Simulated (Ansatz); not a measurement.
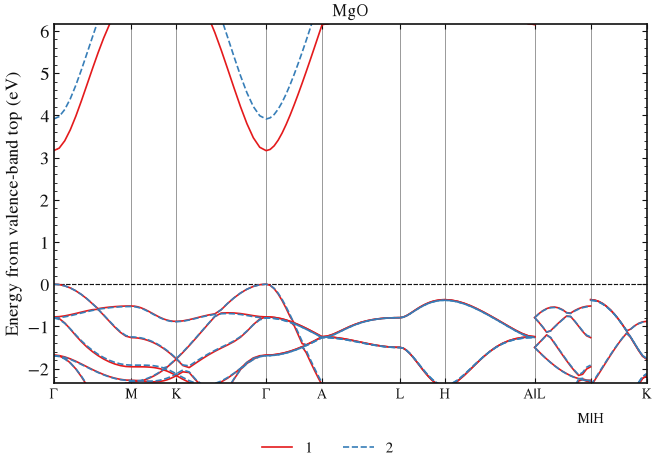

Band structures of MgO, space group P6_3/mmc (No. 194), 4 atoms in the cell, by two methods on the same cell. Each is counted from its own valence-band top.

**Which curve is which? The methods: LDA, r2SCAN.**

1 is LDA; 2 is r2SCAN. LDA gives a gap of 3.16 eV along the path and r2SCAN gives a gap of 3.91 eV along the path.

Settings. LDA: DFT LDA, scalar-relativistic, plane waves, PAW, no spin polarisation, 6×6×6 k mesh, 420 eV cutoff, Gaussian smearing of 0.02 eV (Ansatz 0.2.0). r2SCAN: DFT r2SCAN, scalar-relativistic, plane waves, PAW, no spin polarisation, 6×6×6 k mesh, 500 eV cutoff (Ansatz 0.2.0).
